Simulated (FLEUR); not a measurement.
**TiCo: 7 runs along one coordinate**

System: TiCo (Pm-3m, 2 atoms in the cell).
Method: Kohn-Sham DFT of a periodic cell, PBE, all-electron, spin-polarised (FLEUR MaX-R8.1 (later development tree)).

The 7 runs differ only in the geometry, by an even scaling of the cell at fixed fractional positions. The structure derives from a Materials Project entry.

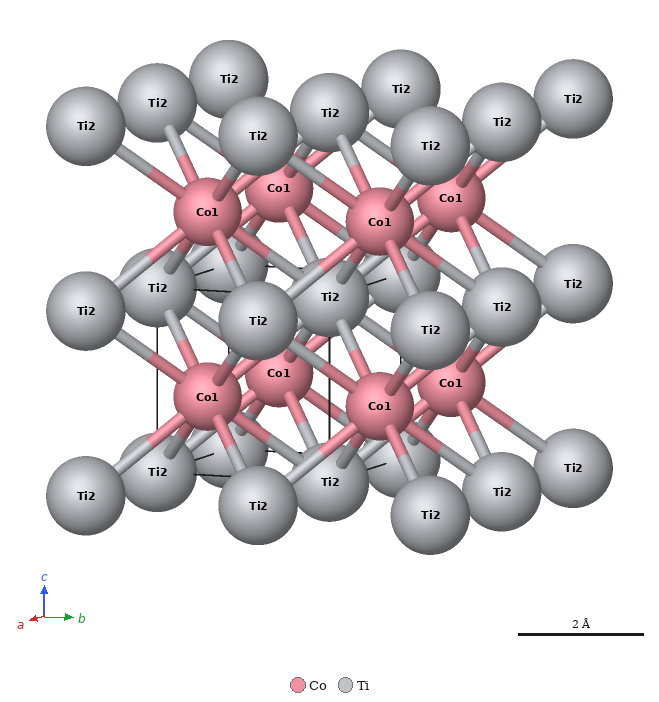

Figure 1. The structure of run 4 (ball-and-stick view of the cell of the calculation, repeated 2 × 2 × 2, seen slightly off an axis; atoms are numbered from 1 in the order of the input). An atom can appear more than once, as a periodic image.

**Input of run 4**
```
<?xml version="1.0" encoding="UTF-8" standalone="no"?>
<fleurInput fleurInputVersion="0.39">
   <comment>
      TiCo                                                                                                
   </comment>
   <calculationSetup>
      <cutoffs Kmax="4.47" Gmax="13.9" GmaxXC="13.9" numbands="0"/>
      <scfLoop itmax="60" minDistance="0.00001" maxIterBroyd="15" imix="Anderson" alpha="0.05" precondParam="0.0" spinf="2.0" sdNocoIR="T"/>
      <coreElectrons ctail="T" frcor="F" kcrel="0" coretail_lmax="0"/>
      <xcFunctional name="pbe" relativisticCorrections="F"/>
      <magnetism jspins="2"/>
      <soc l_soc="F" theta="0.0" phi="0.0" spav="F"/>
      <expertModes spex="0" secvar="F"/>
      <geometryOptimization l_f="T" forcealpha="1.0" forcemix="BFGS" epsdisp="0.0005" epsforce="0.0002"/>
      <ldaU l_linMix="F" mixParam="0.05" spinf="1.0"/>
   </calculationSetup>
   <cell>
      <bzIntegration valenceElectrons="29.0" mode="hist" fermiSmearingEnergy="0.00183747">
         <kPointListSelection listName="default-1"/>
         <!-- k-points included here -->
         <xi:include xmlns:xi="http://www.w3.org/2001/XInclude" href="kpts.xml"> </xi:include>
      </bzIntegration>
      <!-- symmetry operations included here -->
      <xi:include xmlns:xi="http://www.w3.org/2001/XInclude" href="sym.xml"> </xi:include>
      <bulkLattice scale="1.0">
         <bravaisMatrix>
            <row-1>    5.6429319487581688     0.0000000000000000     0.0000000000000000</row-1>
            <row-2>    0.0000000000000000     5.6429319487581688     0.0000000000000000</row-2>
            <row-3>    0.0000000000000000     0.0000000000000000     5.6429319487581688</row-3>
         </bravaisMatrix>
      </bulkLattice>
   </cell>
   <atomSpecies>
      <species name="Cobalt (Co2.000" element="Co" atomicNumber="27">
         <mtSphere radius="2.19" gridPoints="747" logIncrement="0.016"/>
         <atomicCutoffs lmax="9" lnonsphr="9"/>
         <electronConfig flipSpins="F">
            <coreConfig>(1s1/2) (2s1/2) (2p1/2) (2p3/2)</coreConfig>
            <valenceConfig>(3s1/2) (3p1/2) (3p3/2) (4s1/2) (3d3/2) (3d5/2)</valenceConfig>
            <stateOccupation state="(3d3/2)" spinUp="1.5" spinDown="1.3"/>
            <stateOccupation state="(3d5/2)" spinUp="3.0" spinDown="1.2"/>
         </electronConfig>
         <energyParameters s="4" p="4" d="3" f="4"/>
         <lo type="SCLO" l="0" n="3" eDeriv="0"/>
         <lo type="SCLO" l="1" n="3" eDeriv="0"/>
         <lo type="SCLO" l="1" n="3" eDeriv="1"/>
         <lo type="SCLO" l="2" n="3" eDeriv="2"/>
         <lo type="SCLO" l="3" n="4" eDeriv="2"/>
      </species>
      <species name="Titanium (1.001" element="Ti" atomicNumber="22">
         <mtSphere radius="2.19" gridPoints="747" logIncrement="0.016"/>
         <atomicCutoffs lmax="9" lnonsphr="9"/>
         <electronConfig flipSpins="F">
            <coreConfig>(1s1/2) (2s1/2) (2p1/2) (2p3/2)</coreConfig>
            <valenceConfig>(3s1/2) (3p1/2) (3p3/2) (4s1/2) (3d3/2) (3d5/2)</valenceConfig>
            <stateOccupation state="(3d3/2)" spinUp="0.4" spinDown="0.4"/>
            <stateOccupation state="(3d5/2)" spinUp="1.1005" spinDown="0.0995"/>
         </electronConfig>
         <energyParameters s="4" p="4" d="3" f="4"/>
         <lo type="SCLO" l="0" n="3" eDeriv="0"/>
         <lo type="SCLO" l="1" n="3" eDeriv="0"/>
         <lo type="SCLO" l="1" n="3" eDeriv="1"/>
         <lo type="SCLO" l="2" n="3" eDeriv="2"/>
         <lo type="SCLO" l="3" n="4" eDeriv="2"/>
      </species>
   </atomSpecies>
   <atomGroups>
      <atomGroup species="Cobalt (Co2.000">
         <relPos label="                   1">1.000/2.000 1.000/2.000 1.000/2.000</relPos>
         <force calculate="T" relaxXYZ="TTT"/>
      </atomGroup>
      <atomGroup species="Titanium (1.001">
         <relPos label="                   2">.0000000000 .0000000000 .0000000000</relPos>
         <force calculate="T" relaxXYZ="TTT"/>
      </atomGroup>
   </atomGroups>
   <output dos="F" band="F" slice="F">
      <checks vchk="F" cdinf="F"/>
      <bandDOS minEnergy="-.5*Htr" maxEnergy="0.5*Htr" sigma="0.015" storeEVData="T"/>
      <vacuumDOS vacdos="F" integ="F" star="F" nstars="0" locx1="0.0" locy1="0.0" locx2="0.0" locy2="0.0" nstm="0" tworkf="0.0"/>
      <unfoldingBand unfoldBand="F" supercellX="1" supercellY="1" supercellZ="1"/>
      <plotting iplot="0" polar="F">
         <plot TwoD="T" vec1="  1.0  0.0  0.0" vec2="  0.0  1.0  0.0" vec3="  0.0  0.0  1.0" zero="  0.0  0.0  0.0" file="plot"/>
      </plotting>
      <chargeDensitySlicing numkpt="0" minEigenval="0.0" maxEigenval="0.0" nnne="0" pallst="F"/>
      <specialOutput eonly="F"/>
      <moessbauerParams electricFieldGradient="T" isomerShift="T" coreHyperfine="T" valenceHyperfine="T"/>
      <magneticCircularDichroism mcd="F" energyLo="-10.0" energyUp="0.0"/>
   </output>
  <!-- We include the file relax.xml here to enable relaxations (see documentation) -->
  <xi:include xmlns:xi="http://www.w3.org/2001/XInclude" href="relax.xml"> <xi:fallback/> </xi:include>
</fleurInput>
```

Command:
```bash
inpgen -f crystal.txt -profile fastHighL; fleur_MPI
```

Lattice vectors (Å) and fractional positions of run 4:
```
   2.986111    0.000000    0.000000
   0.000000    2.986111    0.000000
   0.000000    0.000000    2.986111
Co  0.500000  0.500000  0.500000
Ti  0.000000  0.000000  0.000000
```

Run 2 has the same physical settings and fractional positions; its lattice vectors (Å) are:
```
   2.945753    0.000000    0.000000
   0.000000    2.945753    0.000000
   0.000000    0.000000    2.945753
```

**Results, with one run withheld**

```tsv
run	volume per atom (Å³)	free energy per atom, from the lowest run given (meV)
1	12.515	23.86
2	12.781	?
3	13.047	1.82
4	13.313	0.00
5	13.580	3.63
6	13.846	12.11
7	14.112	24.96
```

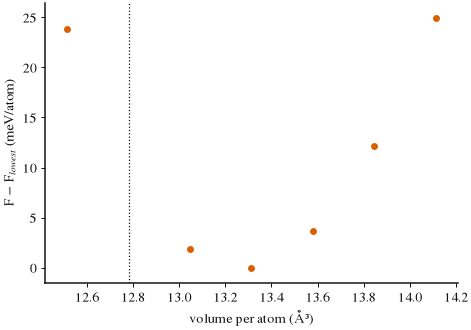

Figure 2. Free energy per atom of the runs given; the dotted line marks run 2.

Fit the runs given and predict run 2.

A cubic polynomial in V^(−2/3) (the Birch–Murnaghan form), fitted to the 6 runs given, misses them by at most 0.02 meV per atom. With x = V^(−2/3) − 0.17739 Å⁻², it reads F = 0.47796 − 1028.5 x + 4.8054e+05 x² + 28473 x³ (meV per atom). At run 2 it gives 9.54 meV per atom, and the run itself gives 9.48. The fit has its minimum at 13.264 Å³ per atom, where V d²F/dV² gives 164 GPa: the bulk modulus at this level, since symmetry fixes the shape and the positions.

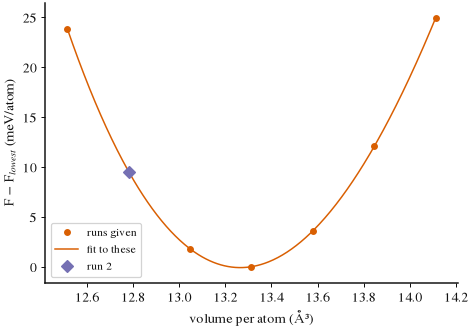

Figure 3. The fit and the withheld run.

**Output (run 2)**
```
Welcome to FLEUR        (www.flapw.de)
      MaX-Release 8.1          (www.max-centre.eu)

 ========== k-point set info ==========
 Selected k-point list: default-1
 k-point list type: mesh
 9 x 9 x 9
 Number of k points: 35

 ------------Calculation Setup---------------------------
 Number of MPI-tasks      :            1
 Number of PE/node        :            1
 Number of OMP-threads    :            1
 Most efficient MPI parallelization for:
           1           5           7          35
 Additional eigenvalue parallelization possible
 Number of basis functions:          350
 Approximate size of matrices (H+S) per k-point:         0.002 GB
 --------------------------------------------------------

 Iteration:     1   Distance:      32.17036951 me/bohr^3

 Iteration:     2   Distance:      27.53640445 me/bohr^3

 Iteration:     3   Distance:      24.47366756 me/bohr^3

 Iteration:     4   Distance:      14.85647539 me/bohr^3

 Iteration:     5   Distance:       8.01779744 me/bohr^3

 Iteration:     6   Distance:      13.05223730 me/bohr^3

 Iteration:     7   Distance:       2.91876288 me/bohr^3

 Iteration:     8   Distance:       3.74720008 me/bohr^3

 Iteration:     9   Distance:       1.89322964 me/bohr^3

 Iteration:    10   Distance:       0.61906855 me/bohr^3

 Iteration:    11   Distance:       0.77348883 me/bohr^3

 Iteration:    12   Distance:       0.49521157 me/bohr^3

 Iteration:    13   Distance:       0.38776152 me/bohr^3

 Iteration:    14   Distance:       0.24648442 me/bohr^3

 Iteration:    15   Distance:       0.15009138 me/bohr^3

 Iteration:    16   Distance:       0.12687099 me/bohr^3

 Iteration:    17   Distance:       0.11755692 me/bohr^3

 Iteration:    18   Distance:       0.08136821 me/bohr^3

 Iteration:    19   Distance:       0.03165566 me/bohr^3

 Iteration:    20   Distance:       0.02596046 me/bohr^3

 Iteration:    21   Distance:       0.01198491 me/bohr^3

 Iteration:    22   Distance:       0.00680015 me/bohr^3

 Iteration:    23   Distance:       0.00427134 me/bohr^3

 Iteration:    24   Distance:       0.00297684 me/bohr^3

 Iteration:    25   Distance:       0.00251953 me/bohr^3

 Iteration:    26   Distance:       0.00097749 me/bohr^3

 Iteration:    27   Distance:       0.00027748 me/bohr^3

 Iteration:    28   Distance:       0.00018050 me/bohr^3

 Iteration:    29   Distance:       0.00002592 me/bohr^3

 Iteration:    30   Distance:       0.00003306 me/bohr^3

 Iteration:    31   Distance:       0.00003342 me/bohr^3

 Iteration:    32   Distance:       0.00003266 me/bohr^3

 Iteration:    33   Distance:       0.00002255 me/bohr^3

 Iteration:    34   Distance:       0.00001472 me/bohr^3

 Iteration:    35   Distance:       0.00000803 me/bohr^3

 ********************************************************************
 Run finished successfully
 Stop message:
   all done
 ********************************************************************
```
